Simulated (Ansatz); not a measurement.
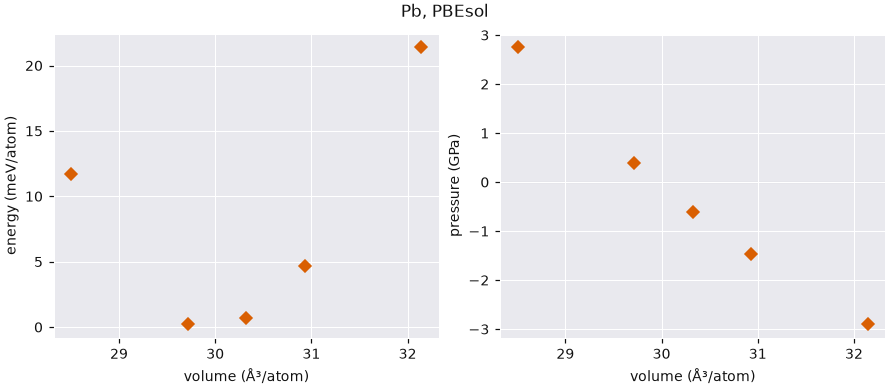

The plot gives the computed energy and pressure against volume for Pb, space group Fm-3m (No. 225).

Cell as given: a = 3.500 Å, b = 3.500 Å, c = 3.500 Å, α = 60.00°, β = 60.00°, γ = 60.00°; 1 atom.

Method: all-electron LAPW DFT, no spin polarisation; energies at scaled volumes of the given cell, shape and fractions fixed, counted from the fit's minimum, third-order Birch-Murnaghan fit (Ansatz 0.2.0). Level: PBEsol.

k mesh 9×9×9; occupations Fermi–Dirac; smearing width 0.05 eV; potentials all electron LAPW, scalar relativistic; program settings basis error eV/atom 0.0005.

The points at volume 29.11 Å³/atom and 31.54 Å³/atom are left out of the plot. What values does the calculation give there?

| volume (Å³/atom) | energy (meV/atom) | pressure (GPa) |
| --- | --- | --- |
| 29.11 | 3.76 | 1.49 |
| 31.54 | 11.70 | −2.22 |

Note: spin-orbit coupling left out, heavy elements.
